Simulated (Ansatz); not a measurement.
**From HSE06 to G0W0: Sr2SiS4 (P2_1/m)**

Aim: the quasiparticle gap of Sr2SiS4 (P2_1/m), starting from HSE06.

Method: HSE06, then G0W0 on it, plane waves, PAW, in Ansatz 0.2.0.

## 1. Set-up

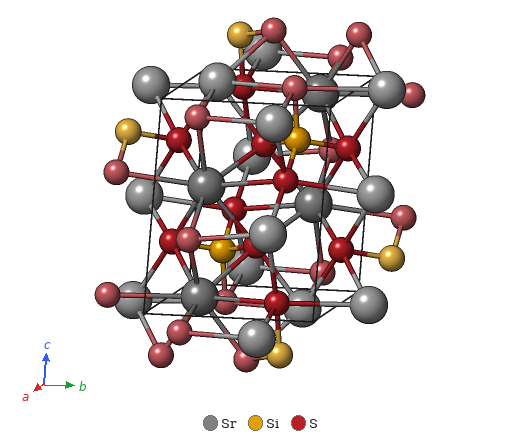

Start, viewed slightly off an axis; strontium grey, silicon orange, sulfur red. Some periodic images of atoms are drawn too.

The cell and positions are those that the Materials Project relaxed with its own functionals (PBE, PBE+U or r2SCAN), kept fixed. The default PAW set here is soft_2. Its files were made with PBE.

## 2. HSE06 levels on the mesh and at listed points

HSE06 mixes in a quarter of exact exchange at short range.

This step: DFT, HSE06, plane waves, PAW.

Contents of input.yaml:

```yaml
crystal:
  lattice:
    - [6.6087392105, 0.0, 0.0]
    - [0.0, 6.65954238, 0.0]
    - [-2.5827482587, 0.0, 7.848229828]
  atoms:
    - { symbol: Sr, position: [0.2836712, 0.75, 0.95180912] }
    - { symbol: Sr, position: [0.7163288, 0.25, 0.04819088] }
    - { symbol: Sr, position: [0.2248299, 0.75, 0.42926377] }
    - { symbol: Sr, position: [0.7751701, 0.25, 0.57073623] }
    - { symbol: Si, position: [0.72130103, 0.75, 0.7968462] }
    - { symbol: Si, position: [0.27869897, 0.25, 0.2031538] }
    - { symbol: S, position: [0.88645343, 0.75, 0.06157594] }
    - { symbol: S, position: [0.11354657, 0.25, 0.93842406] }
    - { symbol: S, position: [0.91690048, 0.75, 0.63566798] }
    - { symbol: S, position: [0.08309952, 0.25, 0.36433202] }
    - { symbol: S, position: [0.51038414, 0.50196672, 0.7372482] }
    - { symbol: S, position: [0.48961586, 0.00196672, 0.2627518] }
    - { symbol: S, position: [0.48961586, 0.49803328, 0.2627518] }
    - { symbol: S, position: [0.51038414, 0.99803328, 0.7372482] }
kpoints:
  mp_grid: { grid: [2, 2, 2] }
  band_path:
    path:
      - [0.0, 0.0, 0.0]
      - [0.0, 0.5, 0.0]
      - [0.0, 0.5, 0.5]
      - [0.0, 0.0, 0.5]
      - [-0.5, 0.0, 0.5]
      - [-0.5, 0.5, 0.5]
      - [-0.5, 0.5, 0.0]
      - [-0.5, 0.0, 0.0]
    npoints: 1
hamiltonian:
  xc: hse06
scf:
  occupations: { method: fixed }
  n_extra_bands: 8
output:
  eigenvalues: true
```

On the command line:

```console
> ansatz run input.yaml --threads 24 --pin off --max-ram 82944MiB --backend cuda --events-out ev --progress --plain --runs-dir out --devices 1 --max-vram 78GiB
```

Numbers of over 12 decimals in the logs are rounded to 6 here.

The program printed:

```text
scf.n_extra_bands = 8 over 48 filled bands (N_el = 96.0): the run solves 56 bands
GPUs: using 1 of 1 available (devices: 1).
Engine: ansatz 0.2.0, aarch64-unknown-linux-gnu
Pseudopotentials: kind: paw
Pseudopotential: Sr, paw, valence charge 10, recommended cutoff 420 eV (normal), Sr.paw.azcp
Pseudopotential: Si, paw, valence charge 4, recommended cutoff 420 eV (normal), Si.paw.azcp
Pseudopotential: S, paw, valence charge 6, recommended cutoff 420 eV (normal), S.paw.azcp
Functional definition: HSE06
  parameter a = 0.25
  parameter omega = 0.11/bohr
  exchange = pbe_x - a*pbe_x_sr(omega) + a*exact_x_sr(omega)
  correlation = pbe_c
davidson cushion auto → on  (no smearing: the cushion is to keep the highest requested band from converging to the state above it; pin scf.eigensolver.cushion to override)
[...]
Crystal: 14 atoms, lattice volume = 345.410 Å³
Basis set: ecut = 420 eV, 6751 PW (Γ)
Bands: 56, of which v1, the nominal top of the filled ones, is band 48 counted from 1 (47 counted from 0)
Symmetry: 4 space group operations
Space group: P21/m (ITA 11), of the structure as read, at distance tolerance 7.0e-5 Å
k-points: 8
Non-local potential: Sr, projectors of the file, l = 0: 3, l = 1: 2, l = 2: 2
Non-local potential: Si, projectors of the file, l = 0: 2, l = 1: 2, l = 2: 2
Non-local potential: S, projectors of the file, l = 0: 2, l = 1: 2, l = 2: 2
PAW form: soft (Blöchl's): semilocal exchange-correlation on the pseudo side does not see the compensation charge
PAW frozen core: Sr, regenerated for the run's functional, and the local potential with it (the file was generated under x = pbe(κ = 0.804, μ = 0.219515), c = pbe(β = 0.066725))
PAW frozen core: Si, regenerated for the run's functional, and the local potential with it (the file was generated under x = pbe(κ = 0.804, μ = 0.219515), c = pbe(β = 0.066725))
PAW frozen core: S, regenerated for the run's functional, and the local potential with it (the file was generated under x = pbe(κ = 0.804, μ = 0.219515), c = pbe(β = 0.066725))
PAW one-centre angular grid: Sr, 110 points (default); XC on 64 Gauss nodes
PAW one-centre angular grid: Si, 110 points (default); XC on 64 Gauss nodes
PAW one-centre angular grid: S, 110 points (default); XC on 64 Gauss nodes
Initial density: superposition of atomic densities (neutral atoms: chi_scale 0, normalization atom), corrected by the library's trained network
Initial wavefunctions: pseudopotential atomic-orbital guess
[...]
Functional: x = pbe(κ = 0.804, μ = 0.219515), c = pbe(β = 0.066725), warm-up for x = pbe(κ = 0.804, μ = 0.219515) + 0.25 (exact − pbe) at short range (hse, ω = 0.207870 Å⁻¹), c = pbe(β = 0.066725); HSE06 as pw.x's `hse` composes it (authors' and Libxc's form: `xc: wpbeh`)
SCF iter   1: F=—  HF=-22687.066743 eV  |F-HF|=—  |Δ(HF+E_count)|=         —  Δρ=1.25e-3  dr2=5.12e-3  ethr=1.77e-3  ⟨swp⟩=13.8  Hψ=2392  notcnv=0
preconditioner: auto → none  [insulator: Δε(μ)=2.958 eV  Ē_g=11.948 eV  n_scr=64 (ndim 8)  ℏωp=18.7 eV  f_vac=0.008]
SCF iter   2: F=—  HF=-22687.070264 eV  |F-HF|=—  |Δ(HF+E_count)|=   3.52e-3  Δρ=5.99e-4  dr2=1.37e-3  ethr=5.34e-6  ⟨swp⟩=7.1  Hψ=1796  notcnv=0
SCF iter   3: F=-22687.071051 eV  HF=-22687.070764 eV  |F-HF|=2.87e-4  |Δ(HF+E_count)|=   4.99e-4  Δρ=3.26e-4  dr2=3.95e-4  ethr=1.43e-6  ⟨swp⟩=5.0  Hψ=1328  notcnv=0
SCF 1 stopped early in 3 iterations: F = -22687.071051 eV  dr2 = 3.95e-4
  greatest PAW one-centre occupation: 0.986 electrons in one spin orbital (limit 2), on the Sr atom at site 1 (counted from 0), in its partial waves of l = 0
[...]
Exchange kernel: α = 0.2500, screened, ω = 0.2079 Å⁻¹, Wigner–Seitz truncation, v(0) = 1015.7776 eV·Å³, q-mesh 2×2×2, nearest image of the exchange supercell L = 13.22 Å, pair-density grid 30×30×36, without the augmentation charges, whose exchange is taken in its separable form by FFT convolution over the k-point mesh (sized by the pseudopotential files, 45×45×54 at the most), smooth part of the exact exchange by density-matrix convolution in up to 4.04 GiB of GPU memory as planned if the GPU has room (build and FFT work areas not counted)
Frozen-core exchange: fock
SCF iter   1: F=—  HF=-22703.882302 eV  |F-HF|=—  |Δ(HF+E_count)|=         —  Δρ=3.10e-3  dr2=3.88e-2  ethr=4.11e-6  ⟨swp⟩=7.9  Hψ=2419  notcnv=0
preconditioner: auto → none  [insulator: Δε(μ)=3.991 eV  Ē_g=13.630 eV  n_scr=64 (ndim 8)  ℏωp=18.7 eV  f_vac=0.008]
SCF iter   2: F=—  HF=-22703.869119 eV  |F-HF|=—  |Δ(HF+E_count)|=   1.32e-2  Δρ=1.42e-3  dr2=7.51e-3  ethr=4.11e-6  ⟨swp⟩=4.1  Hψ=1586  notcnv=0
[...]
SCF iter   6: F=-22703.892979 eV  HF=-22703.892986 eV  |F-HF|=7.42e-6  |Δ(HF+E_count)|=   4.97e-5  Δρ=3.20e-5  dr2=1.11e-5  ethr=1.30e-7  ⟨swp⟩=4.0  Hψ=1304  notcnv=0
SCF 2 stopped early in 6 iterations: F = -22703.892979 eV  dr2 = 1.11e-5
  greatest PAW one-centre occupation: 0.987 electrons in one spin orbital (limit 2), on the Sr atom at site 0 (counted from 0), in its partial waves of l = 0
hybrid outer 1: dexx = +2.990e-2 eV, tail = 3.82e-5 eV
[...]
Exchange kernel: α = 0.2500, screened, ω = 0.2079 Å⁻¹, Wigner–Seitz truncation, v(0) = 1015.7776 eV·Å³, q-mesh 2×2×2, nearest image of the exchange supercell L = 13.22 Å, pair-density grid 30×30×36, without the augmentation charges, whose exchange is taken in its separable form by FFT convolution over the k-point mesh (sized by the pseudopotential files, 45×45×54 at the most), smooth part of the exact exchange by density-matrix convolution in up to 4.04 GiB of GPU memory as planned if the GPU has room (build and FFT work areas not counted)
Frozen-core exchange: fock
SCF iter   1: F=—  HF=-22703.892874 eV  |F-HF|=—  |Δ(HF+E_count)|=         —  Δρ=2.51e-5  dr2=2.09e-6  ethr=1.99e-7  ⟨swp⟩=3.8  Hψ=1113  notcnv=0
[...]
SCF iter   2: F=—  HF=-22703.892873 eV  |F-HF|=—  |Δ(HF+E_count)|=   2.93e-7  Δρ=1.22e-5  dr2=4.47e-7  ethr=1.98e-9  ⟨swp⟩=5.1  Hψ=1443  notcnv=0
SCF iter   3: F=—  HF=-22703.892874 eV  |F-HF|=—  |Δ(HF+E_count)|=   8.47e-7  Δρ=4.96e-6  dr2=2.04e-7  ethr=3.19e-10  ⟨swp⟩=5.8  Hψ=1499  notcnv=0  defer=30
iter 4 solved again at ethr=4.23e-12 eV; its pass at ethr=2.01e-10 eV (dr2=4.06e-9 eV) is discarded
SCF iter   4: F=-22703.892874 eV  HF=-22703.892874 eV  |F-HF|=3.21e-9  |Δ(HF+E_count)|=   5.52e-8  Δρ=8.13e-7  dr2=5.17e-9  ethr=4.23e-12  ⟨swp⟩=3.9  Hψ=2371  notcnv=0
SCF 3 converged in 4 iterations: F = -22703.892874 eV  dr2 = 5.17e-9
[...]
hybrid outer 2: dexx = +1.179e-6 eV, tail = 1.82e-8 eV, Δε = 9.20e-4 eV (about 2.12e-5 eV left of the loop's levels)
the search or the solves at the SCF's close seem to have found levels that the self-consistency loop had missed (the run counts 1). By its estimate they hold under 1e-12 electrons; where the run keeps them, the occupations were computed again with them
[...]
NSCF: frozen V_eff on 8 k-points
hybrid SCF converged: 2 outer / 10 inner (+3 warm-up), last move |dexx| = 1.18e-6 eV, tail = 1.82e-8 eV
Stability not checked: this state was not tested for a lower state beside it, because the functional holds exact exchange (a hybrid, or Hartree-Fock), whose exchange loop this test does not read (fock_operator; see scf.lower_state_search)
Free energy (F): -22703.892874 eV
Frozen-core exchange: fock
Harris-Foulkes:  -22703.892874 eV  (|F-HF|=3.21e-9)
Internal energy: -22703.892874 eV  (E = F + TS)
E sigma→0 (E₀):  -22703.892874 eV
Fermi energy:    4.877198 eV
--- Per-component energies (eV) ---
  E_band       = -556.492155
  E_kinetic    = 1927.471066
  E_local      = -3756.539789  (includes V_loc(G=0)·N_el)
  E_nonlocal   = 1078.631173
  E_hartree    = 992.479145
  E_xc         = -1274.290222
  E_vxc        = -1164.071500  (∫ρ·V_xc dr)
  E_exx        = -197.116135  (= α·E_x^exact, valence–valence)
  E_paw        = -16739.876673  (= ΣΔE_a)
  E_vpaw       = -232.709263  (= ΣTr[D̂ρ^β])
  E_aug_tail   = 0.000019  (compensation charges beyond the density's cutoff)
  E_ewald      = -4732.298378
  E_core_change = -2.353081  (= ΣΔE_core)
  E_smearing   = -0.000000  (= −TS)
  E_closure    = -0.000000  (closes the sum)
  Σ components = -22703.892874   (vs F -22703.892874, Δ=0.00e0)
--- Band table (eV; the first three rows and the last of 8) ---
  k-point 0: bands = [... 44 lower, 4.3491, 4.5239, 4.6354, 4.8772, 9.3213, 9.5802, 9.7065, 9.9642, ... 4 higher]
  k-point 1: bands = [... 44 lower, 4.2299, 4.3966, 4.5942, 4.7647, 9.5337, 9.7944, 9.8286, 9.9958, ... 4 higher]
  k-point 2: bands = [... 44 lower, 4.0198, 4.0198, 4.4657, 4.4657, 9.7451, 9.7451, 10.1976, 10.1976, ... 4 higher]
  k-point 7: bands = [... 44 lower, 4.1331, 4.1331, 4.2415, 4.2415, 10.1882, 10.1882, 10.2957, 10.2957, ... 4 higher]
```

It took 7.2 s on 1 × NVIDIA GB200 (shared by 2 runs) with 24 threads of Arm Neoverse V2, shared host; peak memory 1.3 GiB; 36 s of CPU time.

This step gave:

- gap: 3.967 eV
- valence top at: Γ
- conduction bottom at: Y_2
- least direct gap: 4.171 eV
- exact-exchange fraction: 0.25

Over mesh and listed points the gap is 3.967 eV, from k = Γ to k = (-0.500, 0.000, 0.000). The least direct gap found is 4.171 eV, at k = (-0.500, 0.000, 0.000).

[end of part 1 of 2]

[Paths, hosts, dates, memory and timing lines, banners, echoed tables and standing remarks are left out of the program output.]

[Logs are printed without paths, hosts, clocks, repeated set-up lines and the standing remarks that a program may print on its own settings, such as how far it seeks lower states.]

[Runs of the session that timed out or met a known fault of the program may be left out.]

[Cells called generated may have been cut or substituted from an entry of the Crystallography Open Database or the Materials Project.]

[Hosts, paths, dates, database ids (printed as entryN), source tags and the programs' standing remarks are cut or masked in the printed files.]

[Where an RPA ε∞ is given, it is that of the G0W0 mesh and is not shown converged in it. Names of k-points follow the symmetry that the program found, which can be lower than the space group named. Band edges on a path are those of the sampled points; other points can move an edge, and change direct to indirect where valleys lie close.]

[Hybrid gaps are those of their k-mesh and are not shown converged in it.]
